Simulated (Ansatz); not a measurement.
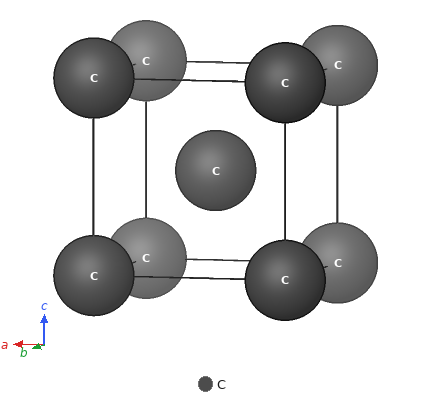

Spheres-only representation of a periodic structure, projected from a general direction. Lines trace the edges of the conventional unit cell.

C, space group Im-3m (No. 229), a = 2.82 Å, b = 2.82 Å, c = 2.82 Å, α = 90.00°, β = 90.00°, γ = 90.00°.

Setup: DFT PBE, scalar-relativistic, plane waves, PAW (Ansatz 0.2.0); 420 eV cutoff, k-points about 0.16 Å⁻¹ apart, Gaussian smearing of 0.1 eV, no spin polarisation.

Question: Classify it as metallic or gapped, with the value.

Answer: A metal: bands cross the Fermi level.

Question: Which way would the volume go on relaxing?

Answer: The computed pressure is -31.2 GPa (stretched: it would shrink).

Starting structure: a structure listed in the Materials Project, with elements exchanged, so it need not be a known form of the compound. The cell was then strained or its atoms displaced on purpose. It was run through Ansatz as a DFT input.

At this level of theory the cell isn't at rest (stretched, at -31 GPa), so its distances can differ from those at equilibrium, the more so the softer the solid.
